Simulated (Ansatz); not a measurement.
Single-point calculation of SiO$_{2}$

The run: single-point calculation of SiO$_{2}$ (24 atoms in the cell). Method and program: DFT r2SCAN, scalar-relativistic, plane waves, PAW, no spin polarisation (Ansatz 0.2.0).

The structure derives from a Materials Project entry.

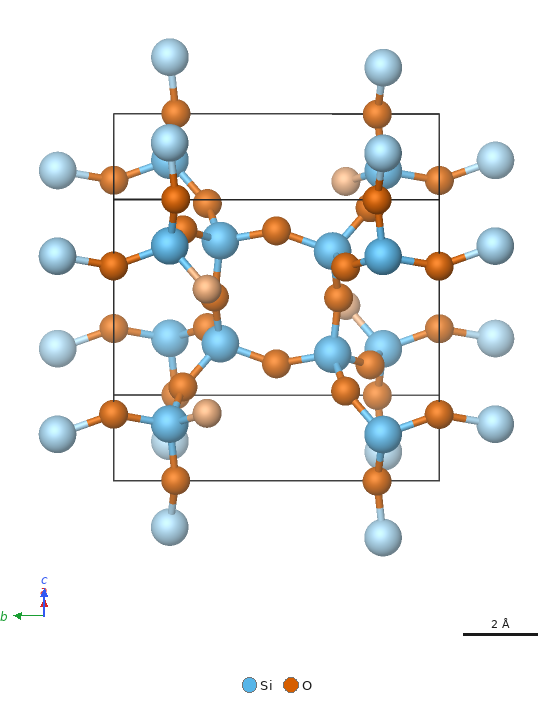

The structure as given in the input (ball-and-stick view of the cell of the calculation, seen at an oblique angle; neighbours outside the cell are drawn fainter). An atom can appear more than once, as a periodic image.

Key numbers

- outcome: converged
- space group (tolerance 0.01 Å): Pnnm (58)
- electrons treated: 128
- free energy: −14240.5309 eV
- Fermi energy: 3.329 eV
- gap on the k-point mesh: 6.34 eV
- hardware: 4 threads of Intel Xeon @ 2.50GHz (Skylake/Cascade Lake), 32 GiB of memory available, shared host
- wall time: 72 s (CPU time 4.6 min)
- peak memory: 2.5 GiB

Input file
```yaml
crystal:
  lattice:
    - [4.9655301881, 0.0, 0.0]
    - [0.0, 8.8035277408, 0.0]
    - [0.0, 0.0, 8.5972056491]
  atoms:
    - { symbol: Si, position: [0.9394936047, 0.1722095228, 0.1832680346] }
    - { symbol: Si, position: [0.0605063953, 0.8277904772, 0.1832680346] }
    - { symbol: Si, position: [0.4394936047, 0.3277904772, 0.3167319654] }
    - { symbol: Si, position: [0.9394936047, 0.1722095228, 0.8167319654] }
    - { symbol: Si, position: [0.0605063953, 0.8277904772, 0.8167319654] }
    - { symbol: Si, position: [0.4394936047, 0.3277904772, 0.6832680346] }
    - { symbol: Si, position: [0.5605063953, 0.6722095228, 0.3167319654] }
    - { symbol: Si, position: [0.5605063953, 0.6722095228, 0.6832680346] }
    - { symbol: O, position: [0.003184591, 0.8092254553, 0.0] }
    - { symbol: O, position: [0.5, 0.5, 0.2636110955] }
    - { symbol: O, position: [0.503184591, 0.6907745447, 0.5] }
    - { symbol: O, position: [0.996815409, 0.1907745447, 0.0] }
    - { symbol: O, position: [0.1294759002, 0.2874053173, 0.7206361448] }
    - { symbol: O, position: [0.8705240998, 0.7125946827, 0.7206361448] }
    - { symbol: O, position: [0.0, 0.0, 0.7636110955] }
    - { symbol: O, position: [0.6294759002, 0.2125946827, 0.2206361448] }
    - { symbol: O, position: [0.3705240998, 0.7874053173, 0.2206361448] }
    - { symbol: O, position: [0.5, 0.5, 0.7363889045] }
    - { symbol: O, position: [0.3705240998, 0.7874053173, 0.7793638552] }
    - { symbol: O, position: [0.1294759002, 0.2874053173, 0.2793638552] }
    - { symbol: O, position: [0.6294759002, 0.2125946827, 0.7793638552] }
    - { symbol: O, position: [0.496815409, 0.3092254553, 0.5] }
    - { symbol: O, position: [0.0, 0.0, 0.2363889045] }
    - { symbol: O, position: [0.8705240998, 0.7125946827, 0.2793638552] }
basis:
  ecutwfc: 500
kpoints:
  mp_grid: { grid: [6, 4, 4] }
hamiltonian:
  xc: r2scan
scf:
  occupations: { method: gaussian, width: 0.02 }
output:
  forces: false
  stress: false
  eigenvalues: true
  eigenstates:
    kpoints:
      - [0.28125, 0.0, 0.0]
      - [0.297055773, 0.0, 0.0]
      - [0.265444227, 0.0, 0.0]
      - [0.28125, 0.028022499, 0.0]
      - [0.28125, -0.028022499, 0.0]
      - [0.28125, 0.0, 0.027365756]
      - [0.28125, 0.0, -0.027365756]
      - [0.29242637, 0.019814899, 0.0]
      - [0.27007363, -0.019814899, 0.0]
      - [0.29242637, 0.0, 0.019350511]
      - [0.27007363, 0.0, -0.019350511]
      - [0.28125, 0.019814899, 0.019350511]
      - [0.28125, -0.019814899, -0.019350511]
      - [0.290375468, 0.016178797, 0.015799626]
      - [0.272124532, -0.016178797, -0.015799626]
      - [0.0, 0.0, 0.0]
      - [0.015805773, 0.0, 0.0]
      - [-0.015805773, 0.0, 0.0]
      - [0.0, 0.028022499, 0.0]
      - [0.0, -0.028022499, 0.0]
      - [0.0, 0.0, 0.027365756]
      - [0.0, 0.0, -0.027365756]
      - [0.01117637, 0.019814899, 0.0]
      - [-0.01117637, -0.019814899, 0.0]
      - [0.01117637, 0.0, 0.019350511]
      - [-0.01117637, 0.0, -0.019350511]
      - [0.0, 0.019814899, 0.019350511]
      - [0.0, -0.019814899, -0.019350511]
      - [0.009125468, 0.016178797, 0.015799626]
      - [-0.009125468, -0.016178797, -0.015799626]
    e_range: [-7.835996, 7.835996]
checkpoint:
  read: start.run
  write: ck
  compress: false
  write_wavefunctions: false
  write_every: 100000
```

Command:
```bash
ansatz run input.yaml --threads 4 --pin off --max-ram 10240MiB --backend cpu --events-out ev --progress --plain --runs-dir out
```

The program's output
```
Engine: ansatz 0.2.0, x86_64-unknown-linux-gnu
Pseudopotentials: kind: paw
Pseudopotential: Si, paw, valence charge 4, recommended cutoff 500 eV (meta_gga), Si.paw.azcp
Pseudopotential: O, paw, valence charge 6, recommended cutoff 500 eV (meta_gga), O.paw.azcp
Functional definition: r2SCAN
  parameter k0 = 0.174
  parameter k1 = 0.065
  parameter a1 = 4.9479
  exchange = r2scan_x(k0 = k0, k1 = k1, a1 = a1)
  correlation = r2scan_c
Crystal: 24 atoms, lattice volume = 375.820 Å³
Basis set: ecut = 500 eV, 9549 PW (Γ), exchange–correlation on 160×288×256 points (64 copies of the dense FFT grid, shifted against one another)
Bands: 88, of which v1, the nominal top of the filled ones, is band 64 counted from 1 (63 counted from 0)
Symmetry: 8 space group operations
Space group: Pnnm (ITA 58), of the structure as read, at distance tolerance 7.2e-5 Å
k-points: 36 of 96
Non-local potential: Si, projectors of the file, l = 0: 2, l = 1: 2, l = 2: 2
Non-local potential: O, projectors of the file, l = 0: 2, l = 1: 2, l = 2: 1
PAW form: soft (Blöchl's): semilocal exchange-correlation on the pseudo side does not see the compensation charge
PAW frozen core: Si, regenerated for the run's functional (the file was generated under x = pbe(κ = 0.804, μ = 0.2195149727645171), c = pbe(β = 0.06672455060314922))
PAW frozen core: O, regenerated for the run's functional (the file was generated under x = pbe(κ = 0.804, μ = 0.2195149727645171), c = pbe(β = 0.06672455060314922))
PAW one-centre angular grid: Si, 302 points (default); XC on 160 Gauss nodes
PAW one-centre angular grid: O, 302 points (default); XC on 160 Gauss nodes
Initial density: read from a saved state, or passed on in memory by an earlier SCF of this step, an earlier step, the calling program or the single point that the run made first
Stability of the state it starts from, as read at its close in the unpolarized treatment: not read negative (Ritz values of 1 − χ₀K, real part plus size of imaginary part, from 0.94 to 1.2, by its mixing steps under the symmetry group of the SCF that read it)
Initial wavefunctions: pseudopotential atomic-orbital guess
Functional: x = r2scan, c = r2scan; τ floored in thin density (d = 2e-4 eV/Å³)
iter 1 solved again at ethr=2.99e-7 eV; its pass at ethr=3.10e-3 eV (dr2=3.83e-4 eV) is discarded
SCF iter   1: F=—  HF=-14240.530725 eV  |F-HF|=—  |Δ(HF+E_count)|=         —  Δρ=2.91e-6  dr2=3.92e-8  dr2_τ=3.09e-9  ethr=2.99e-7  ⟨swp⟩=5.4  Hψ=25187  notcnv=0
eigensolver tolerance schedule: the retry pair's looser diagonalisation over-reported the residual by 9761.18 of it (diagonalisation noise at 16.24 of the residual, at the tolerance the schedule requests for it); recorded, not acted on — ethr = c·dr2/N_el stays at c = 1.0e-1
preconditioner: auto → Resta (q_TF=auto, 2.280 Å⁻¹)  ε∞=2.5  [insulator: Δε(μ)=6.338 eV  Ē_g=17.768 eV  σ=0.020 eV  W_gap=1.00  n_scr=74 (ndim 8)  ℏωp=21.7 eV  f_vac=0.282  D(μ)=0.00/eV (n_scr^D=0)  ε∞_Penn≈2.5]
SCF iter   2: F=—  HF=-14240.530916 eV  |F-HF|=—  |Δ(HF+E_count)|=   1.90e-4  Δρ=1.97e-6  dr2=1.62e-8  dr2_τ=1.25e-9  ethr=3.06e-11  ⟨swp⟩=8.5  Hψ=13930  notcnv=0
SCF iter   3: F=-14240.530916 eV  HF=-14240.530916 eV  |F-HF|=4.67e-9  |Δ(HF+E_count)|=   2.88e-8  Δρ=1.16e-6  dr2=5.23e-9  dr2_τ=6.13e-10  ethr=1.27e-11  ⟨swp⟩=1.0  Hψ=8315  notcnv=0
SCF 1 converged in 3 iterations: F = -14240.530916 eV  dr2 = 5.23e-9
  greatest PAW one-centre occupation: 0.869 electrons in one spin orbital (limit 2), on the O atom at site 23 (counted from 0), in its partial waves of l = 0
NSCF: frozen V_eff on 30 k-points
SCF converged after 3 iterations
Free energy (F): -14240.530916 eV
Harris-Foulkes:  -14240.530916 eV  (|F-HF|=4.67e-9)
Internal energy: -14240.530916 eV  (E = F + TS)
E sigma→0 (E₀):  -14240.530916 eV
Fermi energy:    3.328988 eV
--- Per-component energies (eV) ---
  E_band       = -897.864028
  E_kinetic    = 3241.473091
  E_local      = -10039.868749  (includes V_loc(G=0)·N_el)
  E_nonlocal   = 944.042591
  E_hartree    = 3789.049686
  E_xc         = -1600.047130
  E_vxc        = -2118.781960  (∫ρ·V_xc dr)
  E_paw        = -6735.559522  (= ΣΔE_a)
  E_vpaw       = -636.900932  (= ΣTr[D̂ρ^β])
  E_aug_tail   = 0.016688  (compensation charges beyond the density's cutoff)
  E_vtau       = 134.050630  (kinetic-family band-sum trace: ∫τ·v_τ [+ j·A + Jᵃ·Aᵃ] dr)
  E_ewald      = -3838.515052
  E_core_change = -1.122519  (= ΣΔE_core)
  E_smearing   = -0.000000  (= −TS)
  E_closure    = -0.000000  (closes the sum)
  Σ components = -14240.530916   (vs F -14240.530916, Δ=0.00e0)
--- Band table (eV; the first three rows and the last of 36) ---
  k-point 0: bands = ["-20.2270", "-19.7924", "-19.7883", "-19.3600", "-19.3436", "-18.7815", "-18.7768", "-18.2329", "-18.1886", "-18.1762", "-18.1674", "-18.1642", "-18.1611", "-18.1547", "-18.1456", "-18.1433", "-9.3910", "-8.3753", "-8.3558", "-7.2485", "-7.1608", "-6.4209", "-6.1181", "-5.6471", "-5.5898", "-5.5366", "-5.4529", "-5.3099", "-5.2851", "-5.1800", "-4.9924", "-4.9638", "-3.1389", "-3.1072", "-2.7773", "-2.7601", "-2.6454", "-2.5637", "-2.3002", "-2.0924", "-2.0614", "-2.0415", "-1.9097", "-1.7146", "-1.6762", "-1.6533", "-1.6351", "-1.6004", "-1.5070", "-1.4692", "-1.3085", "-1.3044", "-1.2133", "-1.0367", "-0.9186", "-0.7469", "-0.6812", "-0.6772", "-0.6334", "-0.3296", "-0.1992", "-0.0973", "0.0119", "0.1268", "6.4979", "8.9210", "8.9430", "8.9455", "9.2297", "9.7553", "10.2467", "10.4593", "10.4813", "10.5200", "10.8337", "10.8884", "11.1247", "11.1955", "11.2937", "11.3753", "11.4455", "11.4795", "11.5161", "11.9063", "12.5442", "12.5537", "12.7524", "12.7608"]
  k-point 1: bands = ["-20.1855", "-19.9003", "-19.7486", "-19.4520", "-19.2293", "-18.8427", "-18.6511", "-18.2438", "-18.2227", "-18.1914", "-18.1678", "-18.1615", "-18.1578", "-18.1574", "-18.1484", "-18.1457", "-9.2789", "-8.5915", "-8.2442", "-7.5168", "-6.9623", "-6.2818", "-6.1942", "-5.6626", "-5.5597", "-5.4587", "-5.4290", "-5.3161", "-5.2627", "-5.2139", "-5.0673", "-5.0186", "-3.1220", "-3.1030", "-2.6532", "-2.6458", "-2.6254", "-2.5718", "-2.2818", "-2.1375", "-2.1286", "-2.0172", "-1.8885", "-1.8885", "-1.7319", "-1.7133", "-1.6602", "-1.5932", "-1.5691", "-1.4294", "-1.4070", "-1.3271", "-1.1260", "-0.9339", "-0.8917", "-0.8233", "-0.6230", "-0.5942", "-0.5576", "-0.3604", "-0.2293", "-0.0650", "-0.0364", "0.0913", "6.7165", "8.1115", "9.0687", "9.1173", "9.5778", "9.8863", "9.9997", "10.3608", "10.4353", "10.4619", "10.6843", "11.0760", "11.2119", "11.2371", "11.3810", "11.4557", "11.5363", "11.6395", "11.6474", "12.0713", "12.3720", "12.5536", "12.5996", "12.7480"]
  k-point 2: bands = ["-20.0678", "-20.0678", "-19.6247", "-19.6247", "-19.0138", "-19.0138", "-18.4239", "-18.4239", "-18.2039", "-18.2039", "-18.1636", "-18.1636", "-18.1549", "-18.1549", "-18.1516", "-18.1516", "-8.9764", "-8.9764", "-7.9354", "-7.9354", "-6.6046", "-6.6046", "-5.8749", "-5.8749", "-5.4557", "-5.4557", "-5.3185", "-5.3185", "-5.2338", "-5.2338", "-5.1445", "-5.1445", "-3.1033", "-3.1033", "-2.5963", "-2.5963", "-2.3892", "-2.3892", "-2.3075", "-2.3075", "-2.1987", "-2.1987", "-1.8883", "-1.8883", "-1.8214", "-1.8214", "-1.6237", "-1.6237", "-1.5322", "-1.5322", "-1.3724", "-1.3724", "-0.9691", "-0.9691", "-0.8606", "-0.8606", "-0.5365", "-0.5365", "-0.4576", "-0.4576", "-0.1676", "-0.1676", "0.0109", "0.0109", "7.3029", "7.3029", "9.3028", "9.3028", "9.4608", "9.4608", "10.3772", "10.3772", "10.4312", "10.4312", "10.6898", "10.6898", "11.4227", "11.4227", "11.4631", "11.4631", "11.6372", "11.6372", "12.0550", "12.0550", "12.3837", "12.3837", "12.6519", "12.6519"]
  k-point 35: bands = ["-19.7844", "-19.7844", "-19.3002", "-19.3002", "-19.2945", "-19.2945", "-18.8141", "-18.8141", "-18.2290", "-18.2290", "-18.1964", "-18.1964", "-18.1920", "-18.1920", "-18.1676", "-18.1676", "-8.3883", "-8.3883", "-7.4457", "-7.4457", "-7.3473", "-7.3473", "-6.0417", "-6.0417", "-5.3895", "-5.3895", "-5.1205", "-5.1205", "-4.9469", "-4.9469", "-4.8199", "-4.8199", "-3.0732", "-3.0732", "-2.8681", "-2.8681", "-2.6204", "-2.6204", "-2.5828", "-2.5828", "-2.1632", "-2.1632", "-1.9863", "-1.9863", "-1.8645", "-1.8645", "-1.8159", "-1.8159", "-1.6689", "-1.6689", "-1.3764", "-1.3764", "-1.1742", "-1.1742", "-0.7740", "-0.7740", "-0.5529", "-0.5529", "-0.4382", "-0.4382", "-0.2043", "-0.2043", "-0.1019", "-0.1019", "9.3164", "9.3164", "9.3222", "9.3222", "9.4769", "9.4769", "9.4964", "9.4964", "10.6864", "10.6864", "11.0772", "11.0772", "11.0780", "11.0780", "11.2069", "11.2069", "11.3617", "11.3617", "11.6825", "11.6825", "12.0143", "12.0143", "12.1938", "12.1938"]
```

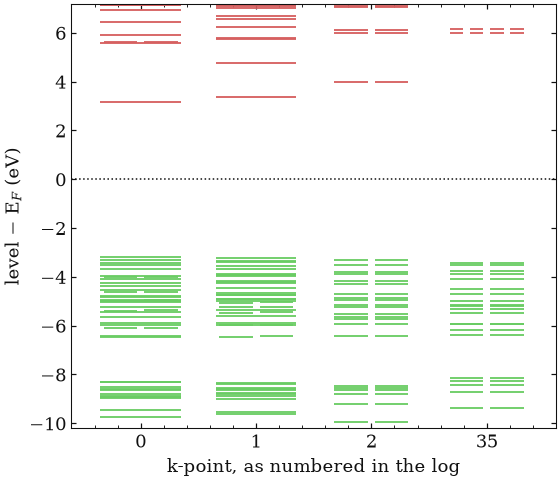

Kohn–Sham levels near the Fermi level (dotted) at the few k-points that the log prints; levels within 0.02 eV of each other stand side by side. Among these points the highest filled and lowest empty levels are 6.37 eV apart; the gap on the full mesh, 6.34 eV, has an edge at a point that isn't printed.
